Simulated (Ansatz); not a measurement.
## Two runs on Ga₂O₃

System: Ga₂O₃ (C2/m, 10 atoms in the cell).
Method of the first run: DFT, PBE, plane waves, PAW, no spin polarisation (Ansatz 0.2.0).

The structure derives from an entry of the Crystallography Open Database. The geometry comes from this level: r2SCAN. Text and figures count atoms from 1; the logs count them from 0 in places.

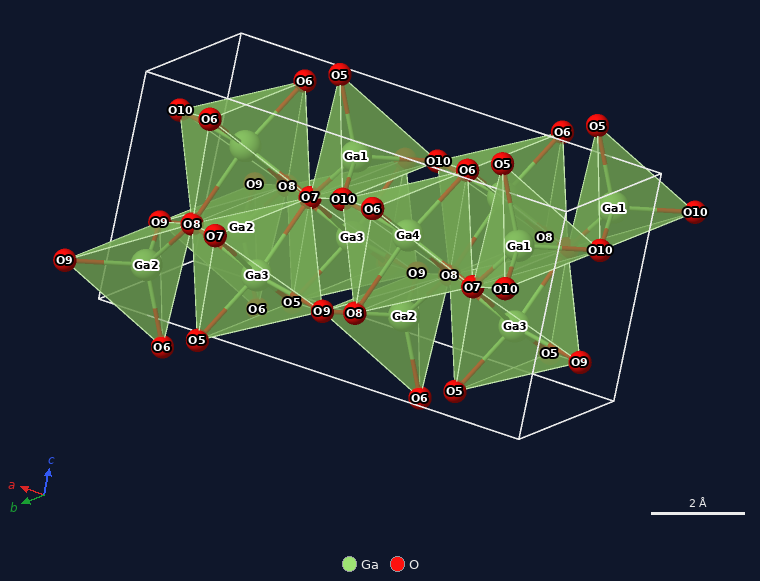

The structure as given in the input (polyhedral view of the cell 2 times as large as that of the calculation, set on its symmetry axes, seen at an oblique angle; polyhedra are completed across the faces of the cell; atoms are numbered from 1 in the order of the input).

**The input, the first run**
```yaml
crystal:
  lattice:
    - [6.1273162739, -1.5195702949, 0.002422625]
    - [6.1273162739, 1.5195702949, 0.002422625]
    - [-1.3883630891, 0.0, 5.6399861787]
  atoms:
    - { symbol: Ga, position: [0.0905077044, 0.0905077044, 0.7947690581] }
    - { symbol: Ga, position: [0.9094922956, 0.9094922956, 0.2052309419] }
    - { symbol: Ga, position: [0.6587425295, 0.6587425295, 0.314441142] }
    - { symbol: Ga, position: [0.3412574705, 0.3412574705, 0.685558858] }
    - { symbol: O, position: [0.1642078127, 0.1642078127, 0.109129489] }
    - { symbol: O, position: [0.8357921873, 0.8357921873, 0.890870511] }
    - { symbol: O, position: [0.1733453342, 0.1733453342, 0.5635363169] }
    - { symbol: O, position: [0.8266546658, 0.8266546658, 0.4364636831] }
    - { symbol: O, position: [0.4962966922, 0.4962966922, 0.2562516311] }
    - { symbol: O, position: [0.5037033078, 0.5037033078, 0.7437483689] }
kpoints:
  mp_grid: { grid: [8, 8, 4] }
  band_path:
    path:
      - [0.0, 0.0, 0.0]
      - [-0.2663044743, 0.2663044743, 0.0]
      - [-0.7336955257, -0.2663044743, 0.0]
      - [-0.5, -0.5, 0.0]
      - [-0.5, -0.5, 0.5]
      - [-0.7419048163, -0.2580951837, 0.5]
      - [-0.2580951837, 0.2580951837, 0.5]
      - [0.0, 0.0, 0.5]
      - [-0.5, 0.0, 0.5]
      - [0.447917, -0.458333, -0.5]
    npoints: 1
hamiltonian:
  xc: pbe
scf:
  occupations: { method: fixed }
  n_extra_bands: 6
output:
  forces: true
  stress: true
  eigenvalues: true
```

Launched with:
```bash
ansatz run input.yaml --threads 2 --pin off --max-ram 3686MiB --backend cpu --events-out ev --progress --plain --runs-dir out
```

Hardware: 2 threads of Arm Neoverse V1, 24 GiB of memory available, shared host.

**Output, shortened to warnings, some set-up lines, iterations and results (the first run)**
```
Basis set: ecut = 420 eV, 2041 PW (Γ), FFT grids on a1−a2, a2, a3, exchange–correlation on 48×90×80 points (8 copies of the dense FFT grid, shifted against one another)
Symmetry: 4 space group operations
k-points: 78 of 256
Initial density: superposition of atomic densities (neutral atoms: chi_scale 0, normalization atom), corrected by the library's trained network
[...]
SCF iter   1: F=—  HF=-18540.004598 eV  |F-HF|=—  |Δ(HF+E_count)|=         —  Δρ=1.11e-3  dr2=4.11e-4  ethr=1.77e-3  ⟨swp⟩=4.8  Hψ=12392  notcnv=0  defer=305
SCF iter   2: F=—  HF=-18540.005479 eV  |F-HF|=—  |Δ(HF+E_count)|=   8.81e-4  Δρ=5.99e-4  dr2=1.41e-4  ethr=4.67e-7  ⟨swp⟩=2.8  Hψ=8745  notcnv=0  defer=312
SCF iter   3: F=—  HF=-18540.005926 eV  |F-HF|=—  |Δ(HF+E_count)|=   4.47e-4  Δρ=2.32e-4  dr2=3.83e-5  ethr=1.61e-7  ⟨swp⟩=2.0  Hψ=7344  notcnv=0  defer=312
SCF iter   4: F=—  HF=-18540.006022 eV  |F-HF|=—  |Δ(HF+E_count)|=   9.67e-5  Δρ=7.18e-5  dr2=4.67e-6  ethr=4.35e-8  ⟨swp⟩=2.0  Hψ=6966  notcnv=0  defer=201
SCF iter   5: F=—  HF=-18540.006025 eV  |F-HF|=—  |Δ(HF+E_count)|=   2.94e-6  Δρ=3.72e-5  dr2=1.34e-6  ethr=5.31e-9  ⟨swp⟩=2.0  Hψ=7081  notcnv=0  defer=208
SCF iter   6: F=—  HF=-18540.006025 eV  |F-HF|=—  |Δ(HF+E_count)|=   1.51e-7  Δρ=1.22e-5  dr2=1.62e-7  ethr=1.53e-9  ⟨swp⟩=2.0  Hψ=6939  notcnv=0  defer=207
SCF iter   7: F=-18540.006025 eV  HF=-18540.006025 eV  |F-HF|=6.52e-9  |Δ(HF+E_count)|=   9.67e-8  Δρ=4.47e-6  dr2=1.60e-8  ethr=1.14e-10  ⟨swp⟩=10.8  Hψ=17258  notcnv=0
SCF 1 converged in 7 iterations: F = -18540.006025 eV  dr2 = 1.60e-8
NSCF: frozen V_eff on 10 k-points
SCF converged after 7 iterations
Free energy (F): -18540.006025 eV
Harris-Foulkes:  -18540.006025 eV  (|F-HF|=6.52e-9)
Internal energy: -18540.006025 eV  (E = F + TS)
E sigma→0 (E₀):  -18540.006025 eV
Fermi energy:    8.144700 eV
--- Per-component energies (eV) ---
  E_band       = -96.314439
  E_kinetic    = 1521.808412
  E_local      = -9111.680511  (includes V_loc(G=0)·N_el)
  E_nonlocal   = 2021.535342
  E_hartree    = 4093.220913
  E_xc         = -713.079589
  E_vxc        = -791.027296  (∫ρ·V_xc dr)
  E_paw        = -8942.561017  (= ΣΔE_a)
  E_vpaw       = -1923.407674  (= ΣTr[D̂ρ^β])
  E_aug_tail   = 0.014292  (compensation charges beyond the density's cutoff)
  E_ewald      = -7409.263868
  E_smearing   = -0.000000  (= −TS)
  E_closure    = -0.000000  (closes the sum)
  Σ components = -18540.006025   (vs F -18540.006025, Δ=0.00e0)
--- Forces (eV/Å), atoms counted from 1 ---
  atom   1  Ga     0.01121813    -0.00000000     0.00858560
  atom   2  Ga    -0.01121813     0.00000000    -0.00858560
  atom   3  Ga    -0.02919939     0.00000000    -0.00160769
  atom   4  Ga     0.02919939    -0.00000000     0.00160769
  atom   5  O      0.21015503    -0.00000000     0.03220089
  atom   6  O     -0.21015503     0.00000000    -0.03220089
  atom   7  O      0.00844373     0.00000000    -0.05348033
  atom   8  O     -0.00844373    -0.00000000     0.05348033
  atom   9  O      0.07078547    -0.00000000     0.06131944
  atom  10  O     -0.07078547     0.00000000    -0.06131944
  max |Σ_I F_I| component: 6.94e-18 eV/Å
--- Stress (GPa, compression-positive) ---
        8.022022       0.000000       0.212998
        0.000000       8.835812      -0.000000
        0.212995      -0.000000       7.979932
  P = ⅓ Tr σ = 8.2793 GPa (82.793 kbar)
```

The input of the second run differs as follows (lines with − go, lines with + come):
```diff
-  xc: pbe
+  xc: r2scan
```

What does this change do to the results?

The total energies belong to different methods, so their difference says nothing on which is more stable or more accurate. The gap on the mesh goes from 2.38 to 3.03 eV. The pressure goes from 8.28 to 0.01 GPa. The largest force goes from 0.213 to 0.002 eV/Å. The functional changes from PBE to r2SCAN. The SCF takes 8 iterations against 7. The default cutoff goes from 420 to 500 eV with the change. The plane waves at Γ go from 2041 to 2667. On the same kind of shared host the second run took about 2.7 times as long.

**Output, shortened to warnings, some set-up lines, iterations and results (the second run)**
```
Basis set: ecut = 500 eV, 2667 PW (Γ), FFT grids on a1−a2, a2, a3, exchange–correlation on 96×192×180 points (64 copies of the dense FFT grid, shifted against one another)
Symmetry: 4 space group operations
k-points: 78 of 256
Initial density: superposition of atomic densities (neutral atoms: chi_scale 0, normalization atom), corrected by the library's trained network
[...]
SCF iter   1: F=—  HF=-18577.676911 eV  |F-HF|=—  |Δ(HF+E_count)|=         —  Δρ=1.36e-2  dr2=8.60e-2  dr2_τ=3.98e-1  ethr=1.77e-3  ⟨swp⟩=4.8  Hψ=12437  notcnv=0  defer=306
SCF iter   2: F=—  HF=-18577.843097 eV  |F-HF|=—  |Δ(HF+E_count)|=   1.66e-1  Δρ=6.76e-3  dr2=2.64e-2  dr2_τ=9.99e-4  ethr=9.77e-5  ⟨swp⟩=3.0  Hψ=8348  notcnv=0  defer=312
SCF iter   3: F=—  HF=-18577.842597 eV  |F-HF|=—  |Δ(HF+E_count)|=   5.00e-4  Δρ=3.49e-3  dr2=4.38e-3  dr2_τ=5.01e-4  ethr=3.00e-5  ⟨swp⟩=3.0  Hψ=7209  notcnv=0  defer=312
SCF iter   4: F=—  HF=-18577.842166 eV  |F-HF|=—  |Δ(HF+E_count)|=   4.31e-4  Δρ=5.10e-4  dr2=1.84e-4  dr2_τ=5.54e-5  ethr=4.98e-6  ⟨swp⟩=2.0  Hψ=6888  notcnv=0  defer=312
SCF iter   5: F=—  HF=-18577.842235 eV  |F-HF|=—  |Δ(HF+E_count)|=   6.93e-5  Δρ=1.60e-4  dr2=1.50e-5  dr2_τ=1.89e-6  ethr=2.09e-7  ⟨swp⟩=2.0  Hψ=5545  notcnv=0  defer=222
SCF iter   6: F=—  HF=-18577.842251 eV  |F-HF|=—  |Δ(HF+E_count)|=   1.62e-5  Δρ=4.85e-5  dr2=1.88e-6  dr2_τ=2.47e-7  ethr=1.71e-8  ⟨swp⟩=2.0  Hψ=7206  notcnv=0  defer=136
SCF iter   7: F=—  HF=-18577.842251 eV  |F-HF|=—  |Δ(HF+E_count)|=   5.94e-7  Δρ=1.36e-5  dr2=1.75e-7  dr2_τ=1.16e-8  ethr=2.14e-9  ⟨swp⟩=2.0  Hψ=7142  notcnv=0  defer=136
SCF iter   8: F=-18577.842251 eV  HF=-18577.842251 eV  |F-HF|=1.46e-8  |Δ(HF+E_count)|=   1.31e-7  Δρ=5.09e-6  dr2=2.71e-8  dr2_τ=1.92e-9  ethr=1.14e-10  ⟨swp⟩=11.4  Hψ=17944 …
SCF 1 converged in 8 iterations: F = -18577.842251 eV  dr2 = 2.71e-8
NSCF: frozen V_eff on 10 k-points
SCF converged after 8 iterations
Free energy (F): -18577.842251 eV
Harris-Foulkes:  -18577.842251 eV  (|F-HF|=1.46e-8)
Internal energy: -18577.842251 eV  (E = F + TS)
E sigma→0 (E₀):  -18577.842251 eV
Fermi energy:    7.688994 eV
--- Per-component energies (eV) ---
  E_band       = -158.458257
  E_kinetic    = 1524.543134
  E_local      = -9128.836378  (includes V_loc(G=0)·N_el)
  E_nonlocal   = 2029.602458
  E_hartree    = 4109.964355
  E_xc         = -683.891632
  E_vxc        = -863.121989  (∫ρ·V_xc dr)
  E_paw        = -9017.162363  (= ΣΔE_a)
  E_vpaw       = -1992.304169  (= ΣTr[D̂ρ^β])
  E_aug_tail   = 0.005969  (compensation charges beyond the density's cutoff)
  E_vtau       = 51.718656  (kinetic-family band-sum trace: ∫τ·v_τ [+ j·A + Jᵃ·Aᵃ] dr)
  E_ewald      = -7409.263868
  E_core_change = -2.803925  (= ΣΔE_core)
  E_smearing   = -0.000000  (= −TS)
  E_closure    = -0.000000  (closes the sum)
  Σ components = -18577.842251   (vs F -18577.842251, Δ=0.00e0)
--- Forces (eV/Å), atoms counted from 1 ---
  atom   1  Ga    -0.00031358     0.00000000    -0.00047340
  atom   2  Ga     0.00031358    -0.00000000     0.00047340
  atom   3  Ga    -0.00109720     0.00000000     0.00104265
  atom   4  Ga     0.00109720    -0.00000000    -0.00104265
  atom   5  O      0.00087319    -0.00000000     0.00104112
  atom   6  O     -0.00087319     0.00000000    -0.00104112
  atom   7  O      0.00011731     0.00000000    -0.00145122
  atom   8  O     -0.00011731    -0.00000000     0.00145122
  atom   9  O      0.00030685     0.00000000    -0.00011305
  atom  10  O     -0.00030685    -0.00000000     0.00011305
  max |Σ_I F_I| component: 3.25e-19 eV/Å
--- Stress (GPa, compression-positive) ---
        0.019077       0.000000       0.002108
        0.000000       0.008941      -0.000000
        0.002113      -0.000000       0.009824
  P = ⅓ Tr σ = 0.0126 GPa (0.126 kbar)
```

**The two runs side by side**

```csv
quantity,the first run,the second run
outcome,converged,converged
free energy per atom (eV),−1854.0006,−1857.7842
gap on the mesh (eV),2.38,3.03
pressure (GPa),8.28,0.01
largest force (eV/Å),0.213,0.002
SCF iterations,7,8
irreducible k-points,78,78
plane waves at Γ,2041,2667
wall time (shared host),15 s,42 s
```

For the first run: The cell is under a pressure of 8.3 GPa at this level, so it is not at its equilibrium volume.
